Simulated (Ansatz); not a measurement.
# Formation energy and levels of the vacancy V_C in SiC (F-43m)

Wanted: the transition levels of a vacancy in SiC (F-43m), from a cell of 96 host atoms with 1 C taken out.

Program: Ansatz 0.2.0. Level of theory: place-levels on r2SCAN runs: charge-transition levels and formation energies with image-charge correction and potential alignment at the atomic sites; PAW set soft_1. Results are calculated unless marked as measured.

**Measured values to reproduce.**

“Insight into the structural, elastic and electronic properties of a new orthorhombic 6O-SiC polytype” (2020, pmc:7200658) quotes from earlier work for SiC, cubic 3C zincblende (literature value): band gap (indirect gap) 2.4 eV [literature value; measurement temperature and method not stated].

### Step 1. The starting structure

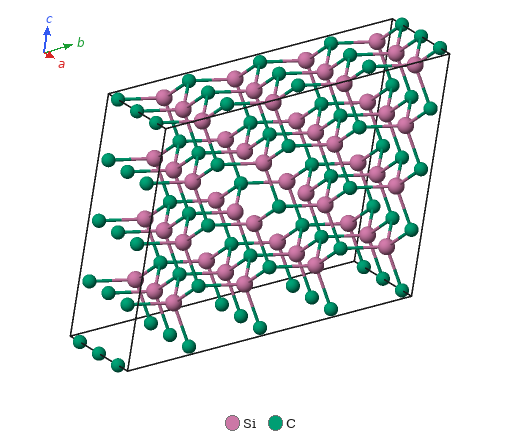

The starting structure, seen slightly off an axis (silicon pink, carbon teal). Bonds to atoms that aren't drawn are left out. Some periodic images of atoms are drawn too.

The cell holds 95 atoms: 48 Si and 47 C. Cell: a = 9.242 Å, b = 12.322 Å, c = 12.322 Å, α = 60.0°, β = 60.0°, γ = 60.0°. It derives from SiC (space group F-43m). Nearest the centre at fractional (0.417, 0.562, 0.562): Si84 at 1.89 Å, Si54 at 1.89 Å, Si60 at 1.89 Å, Si53 at 1.89 Å, C77 at 3.08 Å, C85 at 3.08 Å, C48 at 3.08 Å, C46 at 3.08 Å.

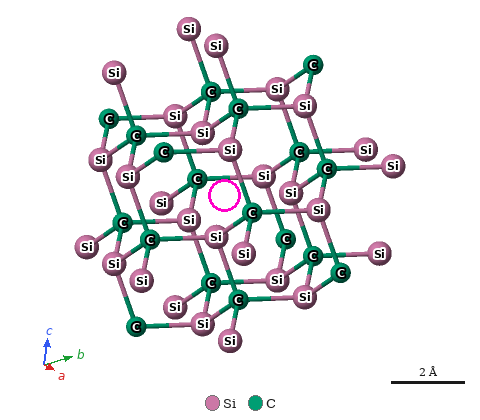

The atoms within 5 Å of the centre. A ring marks the centre wherever it is empty.

Known beforehand: the electronic dielectric constant, 7.06, and the static one, 10.43, computed on the host (DFPT, PBEsol, on the r2SCAN cell), and a cell off the functional's own equilibrium shifts the ionic part.

The cell's shortest repeat is 9.2 Å.

### Step 2. Charge states

A transition level is the Fermi level at which two charge states cost the same, so each charge needs its own total energy, at its own relaxed structure.

Random displacements of about 0.05 Å break the site symmetry at the start, so that the relaxation can reach a distorted minimum if there is one. Forces are taken at one point at (¼, ¼, ¼). The cell holds 2 electrons more than the neutral one, with a uniform background that keeps it neutral on the whole.

The sampling was tested on the host first: at the k-points planned (1x1x1 shifted 0.25 0.25 0.25) its energy lies 0.003 eV an atom from the dense-mesh value, under the bound of 0.02 eV set for this test; that bounds the host's error, not the defect's.

One of the inputs; charge, spin and start change from state to state.

File qm2.relax/input.yaml:

```yaml
crystal:
  lattice:
    - [0.0, 2.17829624, 2.17829624]
    - [2.17829624, 0.0, 2.17829624]
    - [2.17829624, 2.17829624, 0.0]
  atoms:
    - { symbol: Si, position: [0.0, 0.0, 0.0] }
    - { symbol: C, position: [0.25, 0.25, 0.25] }
  supercell: [3, 4, 4]
  defects: [{ vacancy: 53 }]
total_charge: -2
basis:
  ecutwfc: 500
  xc_grid: 2
hamiltonian:
  xc: r2scan
  pseudopotentials: { kind: paw, azcp: { folder: soft_1 } }
kpoints:
  mp_grid: { grid: [1, 1, 1], shift: [0.25, 0.25, 0.25] }
scf:
  occupations: { method: fixed }
  max_iter: 100
output:
  forces: true
  charged_corrections: { epsilon: 7.06, static_epsilon: 10.43 }
relax:
  f_tol: 0.02
  max_steps: 80
  random_displacement: { amplitude: 0.05, seed: 7930 }
checkpoint:
  write: "../qm2.relax.run"
  compress: false
  write_wavefunctions: true
  write_every: 100000
```

Launch:

```sh
ansatz run input.yaml --threads 4 --pin off --max-ram 15073MiB --backend cpu --events-out ev --progress --plain --runs-dir out
```

Defect states can disperse in a cell of this size, so the energy is taken again at a 2×2×2 shifted mesh, on the relaxed structure.

The run of this state that the levels use, under r2SCAN:

File qm2.point/input.yaml:

```yaml
crystal:
  checkpoint: "../qm2.relax.run"
  host: checkpoint
total_charge: -2
basis:
  ecutwfc: 500
  xc_grid: 2
hamiltonian:
  xc: r2scan
  pseudopotentials: { kind: paw, azcp: { folder: soft_1 } }
kpoints:
  mp_grid: { grid: [2, 2, 2], shift: [0.5, 0.5, 0.5] }
scf:
  occupations: { method: fermi_dirac, width: 0.01 }
  max_iter: 100
output:
  forces: true
  eigenvalues: true
  charged_corrections:
    epsilon: 7.06
    static_epsilon: 10.43
    defect_position: [0.416667, 0.5625, 0.5625]
  eigenstates: { localisation: true }
  populations: true
checkpoint:
  read: "../qm2.relax.run"
  write: "../qm2.point.run"
  compress: false
  write_wavefunctions: false
  write_every: 100000
```

Relaxations under r2SCAN at one point at (¼, ¼, ¼); times on 4 threads of Arm Neoverse V2, shared host:

```tsv
charge	moment (μB)	occupations	outcome	steps	largest displacement against the far atoms (Å)	time
−2	0	fixed	converged	7	0.23	2.3 min
−1	1	fixed	converged	10	0.27	7.4 min
0	0	fixed	not converged	-	-	2.1 min
0	0	fermi-dirac	converged	14	0.20	4.1 min
+1	1	fixed	converged	14	0.10	11 min
+2	0	fixed	converged	5	0.13	1.7 min
−2	2	fixed	converged	9	0.22	7.3 min
0	2	fixed	converged	14	0.13	11 min
```

Single points under r2SCAN at a 2×2×2 shifted mesh; times on 4 threads of Arm Neoverse V2, shared host:

```tsv
charge	moment (μB)	occupations	outcome	time
−2	0	fermi-dirac	converged	2 min
−1	1	fermi-dirac	converged	5.2 min
0	0	fermi-dirac	converged	2 min
+1	1	fermi-dirac	converged	5.3 min
+2	0	fermi-dirac	converged	1.9 min
−2	2	fermi-dirac	converged	4.8 min
0	2	fermi-dirac	converged	5.7 min
```

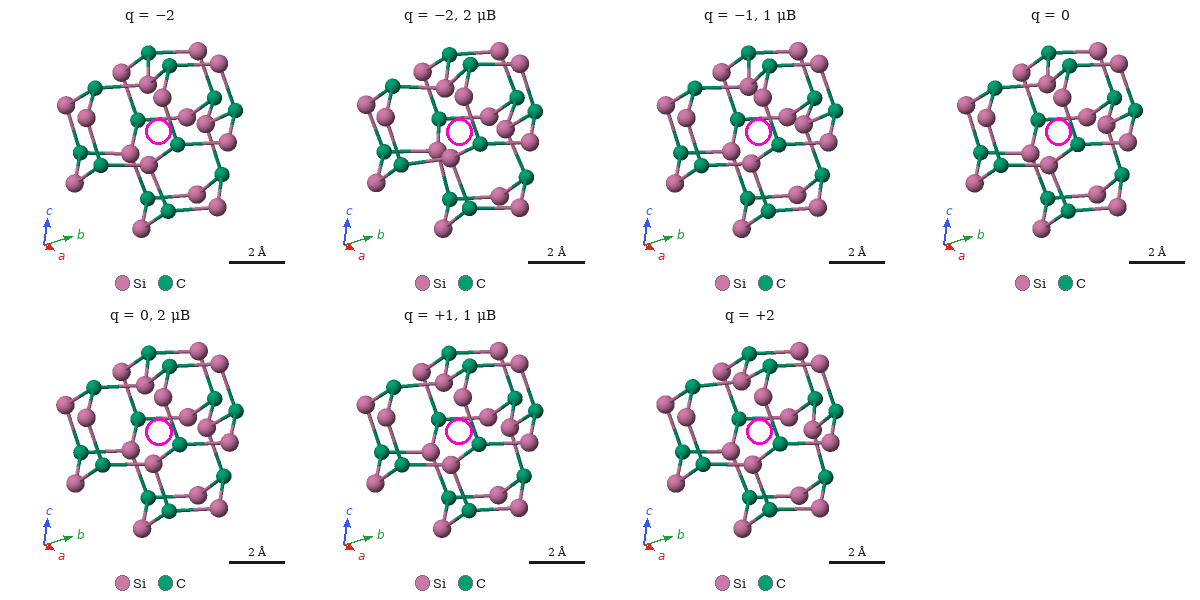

The structures near the centre after relaxation with r2SCAN, by charge. A ring marks the centre wherever it is empty.

Distances (Å) from the ideal centre to the nearest atoms after relaxation with r2SCAN:

```tsv
charge	moment (μB)	1.	2.	3.	4.	5.	6.
−2	0	Si 1.82	Si 1.82	Si 1.85	Si 1.86	C 2.95	C 2.96
−2	2	Si 1.75	Si 1.78	Si 1.79	Si 1.79	C 3.00	C 3.00
−1	1	Si 1.73	Si 1.73	Si 1.87	Si 1.87	C 2.95	C 2.95
0	0	Si 1.85	Si 1.85	Si 1.86	Si 1.87	C 2.96	C 2.96
0	2	Si 1.80	Si 1.82	Si 1.91	Si 1.92	C 3.00	C 3.00
+1	1	Si 1.93	Si 1.93	Si 1.94	Si 1.94	C 3.02	C 3.02
+2	0	Si 2.00	Si 2.01	Si 2.01	Si 2.02	C 3.06	C 3.06
```

### Step 3. Placing the levels, r2SCAN

A charged cell interacts with its images and the background, and its potential has another zero than the host's. place-levels removes the first by a point-charge model, screened by the static dielectric constant since the ions have relaxed around the charge, and the second by comparing potentials at atoms far from the defect.

The host is a run of the defect-free crystal in the same cutoffs, grids and k-points, so that basis and sampling errors cancel in part in the differences. The host is run in a cell of 8 atoms on a matching mesh. Its band edges are searched through the zone by a band path, so the gap is smaller than, or equal to, that on the mesh. Chemical potentials are energies per atom of C (diamond), run with the same functional and cutoff. Carbon is taken as diamond, which semilocal functionals can put about 0.1 eV an atom over graphite.

File levels.point.yaml:

```yaml
host:
  run: host.point.run
states: [qm2.point.run, qm1_M1.point.run, q0.point.run, qp1_M1.point.run, qp2.point.run, qm2_M2.point.run, q0_M2.point.run]
geometry_from:
  qm2.point.run: qm2.relax.run
  qm1_M1.point.run: qm1_M1.relax.run
  q0.point.run: q0.relax_smeared.run
  qp1_M1.point.run: qp1_M1.relax.run
  qp2.point.run: qp2.relax.run
  qm2_M2.point.run: qm2_M2.relax.run
  q0_M2.point.run: q0_M2.relax.run
  host.point.run: host.relax.run
chemical_potentials:
  C:
    energy: -251.553391
    dataset: "<sha256 of the dataset>"
epsilon: 7.06
static_epsilon: 10.43
vertical:
  - { from: qm2.point.run, to: qm2.point_neutral.run }
  - { from: qm1_M1.point.run, to: qm1_M1.point_neutral.run }
  - { from: qp1_M1.point.run, to: qp1_M1.point_neutral.run }
  - { from: qp2.point.run, to: qp2.point_neutral.run }
  - { from: qm2_M2.point.run, to: qm2_M2.point_neutral.run }
```

Launch:

```sh
ansatz place-levels levels.point.yaml -- --threads 4 --pin off --max-ram 15073MiB
```

Numbers of over 12 decimals in the logs are rounded to 6 here.

The program printed:

```text
[... repeated set-up lines and file paths are left out, and long positions are rounded to six places ...]
(+2/+1) 1.274 eV above the valence edge, 0.424 eV under the conduction edge
(+1/0) 1.586 eV above the valence edge, 0.111 eV under the conduction edge
(0/-1) 1.961 eV above the valence edge (+2.291 eV without the band-filling correction), in the conduction band; not on the lower envelope
(-1/-2) 1.700 eV above the valence edge (+2.606 eV without the band-filling correction), in the conduction band; not on the lower envelope
(0/-2) 1.831 eV above the valence edge (+2.448 eV without the band-filling correction), in the conduction band: charges between them are lowest nowhere
formation energy of charge +2: +2.287 eV with the Fermi level at the valence edge
formation energy of charge +1: +3.560 eV with the Fermi level at the valence edge
formation energy of charge 0: +5.147 eV with the Fermi level at the valence edge
formation energy of charge -1: +7.107 eV with the Fermi level at the valence edge
formation energy of charge -2: +8.808 eV with the Fermi level at the valence edge
vertical -2 to 0: no energy, since no alignment is typed
  the change from vertical[0].from (qm2.point.run) to vertical[0].to (qm2.point_neutral.run): by its potential at epsilon 7.06 it stands at 0.408 0.533 0.532, with an rms radius of about 5.0 Å (2.6 3.0 3.0 Å across the planes of the cell's vectors); [...]
vertical -1 to 0: no energy, since no alignment is typed
  the change from vertical[1].from (qm1_M1.point.run) to vertical[1].to (qm1_M1.point_neutral.run): by its potential at epsilon 7.06 it stands at 0.423 0.547 0.547, with an rms radius of about 2.1 Å (1.7 0.9 0.9 Å across the planes of the cell's vectors); [...]
vertical +1 to 0: no energy, since no alignment is typed
[...]
of states[5] (qm2_M2.point.run): it parts from the run at its places by a charge that spreads by about 1.7 Å along one vector (1.3 Å or more is wide), by its potential at epsilon 7.06, taken for that of held ions (one typed too small widens it), where the [...]
  of states[6] (q0_M2.point.run): stability_check_not_made
  of states[0] (qm2.point.run): it parts from the run at its places by a charge that spreads by about 2.6 Å along one vector (1.3 Å or more is wide), by its potential at epsilon 7.06, taken for that of held ions (one typed too small widens it), where the cell [...]
  vertical[0].from (qm2.point.run): levels filled in part (TS 0.007 eV): its energy is of no whole electron's
  of vertical[0].from (qm2.point.run): its sublattices stand up to 0.0022 Å off the host's, which by the two runs' forces adds about -0.01 eV to its energy against the host's, and moves the band edges: relax the crystal first, and build the cells on it; [...]
  of vertical[1].from (qm1_M1.point.run): stability_check_not_made; [...]
  of vertical[2].from (qp1_M1.point.run): stability_check_not_made; [...]
  vertical[2].to (qp1_M1.point_neutral.run): levels filled in part (TS 0.007 eV): its energy is of no whole electron's
  of vertical[3].from (qp2.point.run): it parts from the run at its places by a charge that spreads by about 2.7 Å along one vector (1.7 Å or more is wide), by its potential at epsilon 7.06, taken for that of held ions (one typed too small widens it), where [...]
  vertical[3].to (qp2.point_neutral.run): levels filled in part (TS 0.007 eV): its energy is of no whole electron's
  vertical[4].from (qm2_M2.point.run): levels filled in part (TS 0.002 eV): its energy is of no whole electron's
  of vertical[4].from (qm2_M2.point.run): its moments are held at its close (magnetization.spin_locking), by a field of 0.214 eV a Bohr magneton, and its energy and levels are of the state that this holds: a run that lets them go can end lower; [...]
```

The job ended after 0.75 s (4 threads of Arm Neoverse V2, shared host).

Levels between the charges placed, in eV above the valence top:

```tsv
	gap (eV)	(+2/+1)	(+1/0)	(0/−1)	(−1/−2)
r2SCAN	1.70	1.27	1.59	1.96	1.70
```

Corrections by state:

```tsv
charge	moment (μB)	image terms and alignment (eV)	band filling (eV)	ε used	over the lowest of its charge, as the program ranks them, band filling apart (eV)
+2	0.0	0.526	-	10.43	0.000
+1	1.0	0.084	-	10.43	0.000
0	0.0	0.000	-	-	0.000
−1	1.0	0.265	-0.330	10.43	0.000
−2	2.0	0.830	-1.236	10.43	0.000
0	2.0	0.000	-	-	0.121
−2	0.0	0.802	-	10.43	0.019
```

The charged structures listed were also run neutral, and place-levels reads from each pair, by the potential or the spins, how wide the charge is by which they differ; that can be the carrier of either run.

```tsv
charge	rms radius (Å)	spread where it is widest against the cell (Å)	wide from (Å)	reading
+2	4.4	2.74	1.74	wide
+1	3.4	1.65	1.31	wide
−1	2.1	1.72	1.31	wide
−2	3.6	1.74	1.31	wide
```

The neutral runs of these pairs need not share the spin of the lowest neutral state, and very wide values only mean spread over the cell.

From the program's caveats on the states, each cut to its opening words:

- charge +2: it parts from the run at its places by a charge that spreads by about 2.7 Å along one vector (1.7 Å or more is wide), by its potential at epsilon 7.06, taken [...]
- charge +2: its alignment with the host at atomic sites is doubtful: the mean over the far sites moves by -0.0820 eV from their farther parts to their nearer, more than [...]
- charge +1 (1 μB), −1 (1 μB), −2 (2 μB): it parts from the run at its places by a charge that spreads by about 1.7 Å along one vector (1.3 Å or more is wide), by its potential at epsilon 7.06, taken [...]
- charge +1 (1 μB), −1 (1 μB), −2 (2 μB), 0 (2 μB): flagged: stability check not made
- charge 0: its sublattices stand up to 0.0025 Å off the host's, which by the two runs' forces adds about -0.01 eV to its energy against the host's, and moves the band [...]
- charge −1 (1 μB): a band-filling correction moves a carrier to the host's band edge, which changes its energy by -0.330 eV
- charge −2 (2 μB): a band-filling correction moves a carrier to the host's band edge, which changes its energy by -1.236 eV
- charge −2 (2 μB): its moments are held at its close (magnetization.spin_locking), by a field of 0.214 eV a Bohr magneton, and its energy and levels are of the state that this [...]
- charge −2: it parts from the run at its places by a charge that spreads by about 2.6 Å along one vector (1.3 Å or more is wide), by its potential at epsilon 7.06, taken [...]
- charge −2: its sublattices stand up to 0.0022 Å off the host's, which by the two runs' forces adds about -0.01 eV to its energy against the host's, and moves the band [...]

Chemical potentials of the elements' reference phases, run alike. Formation energies (elemental references), with the Fermi level at the valence top and at the conduction bottom (gap 1.70 eV):

```tsv
charge	at valence top (eV)	at conduction bottom (eV)	correction included (eV)
+2	2.29	5.68	0.53
+1	3.56	5.26	0.08
0	5.15	5.15	0.00
−1	7.11	5.41	-0.07
−2	8.81	5.41	-0.41
```

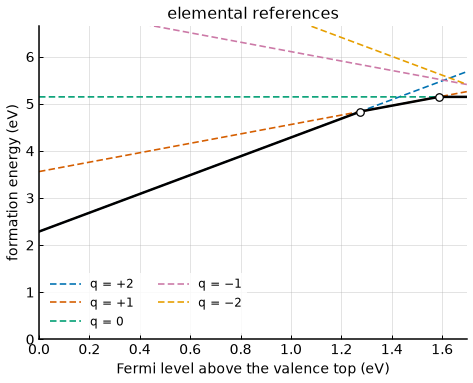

Formation energy against Fermi level; the thick line follows the lowest charge state and circles mark the transition levels.

### Step 4. What came out

| Item | Value |
| --- | --- |
| gap of the host | 1.70 eV (r2SCAN) |
| level (plus 2/plus 1) | 1.27 eV above the valence top |
| level (plus 1/0) | 1.59 eV above the valence top |
| level (0/minus 1) | 1.96 eV above the valence top, past the conduction bottom, not a change between lowest states (2.29 eV above the valence top without the band-filling term) |
| level (minus 1/minus 2) | 1.70 eV above the valence top, at the conduction bottom, not a change between lowest states (2.61 eV above the valence top without the band-filling term) |
| lowest of the charges placed, just above the valence top (0.02 eV) | +2 |
| lowest of the charges placed, just below the conduction bottom (0.02 eV) | 0 |
| lowest formation energy at mid-gap of the charges run, elemental references | 3.98 eV |

Of the charges placed (−2, −1, 0, +1 and +2), the lowest changes at 1.27 eV (+2/+1) and 1.59 eV (+1/0) above the valence top, in a gap of 1.70 eV. (+2/+1) lies nearer to a band edge than the share of the finite-size correction in it (0.44 eV), and that correction holds for a localised charge alone. (+1/0) lies 0.11 eV from a band edge, less than the doubt on such levels. Charges above +2 were not placed, so these runs say nothing of levels that involve them. States placed: +2 at 0 μB; +1 at 1 μB; 0 at 0 μB and 2 μB; −1 at 1 μB; −2 at 2 μB and 0 μB. Other spin states or structures, where not listed, weren't placed. The program finds carriers beyond a band edge of the host and adds a band-filling term at charge −2 (-1.24 eV) and −1 (-0.33 eV); steps to such a charge show no bound level, and a defect level inside a band would be read the same way. The program doubts the alignment of potentials for at least one state, a sign that the cell is small. Keep in mind: r2SCAN makes the gap too small and tends to spread out bound carriers; force components of up to 0.31 eV/Å remain in a run at the final settings.

Comparison with the measured values:

| quantity | measured | r2SCAN |
| --- | --- | --- |
| band gap (least gap of the host) (eV) | 2.4 | 1.70 (-0.70 eV) |

Measured values from pmc:7200658 (2020).

**Verdict.** The band gap is off by -0.70 eV: a clear miss. Local and semilocal functionals usually give gaps below the measured ones. Zero-point and thermal motion shift the measured gap.

[Logs are printed without paths, hosts, clocks, repeated set-up lines and the standing remarks that a program may print on its own settings, such as how far it seeks lower states.]

[Hosts, paths, dates, database ids (printed as entryN), source tags and the programs' standing remarks are cut or masked in the printed files.]

[Where a table of states has a column of steps, it counts the stored structures, which are thinned; the runs took as many ionic steps or more.]

[A defect's name tells the site on which it was built; relaxed atoms can leave that site.]

[For some hosts the program warned that the k-mesh of the response run may be too coarse for force constants and the static dielectric constant; such warnings are not shown here.]
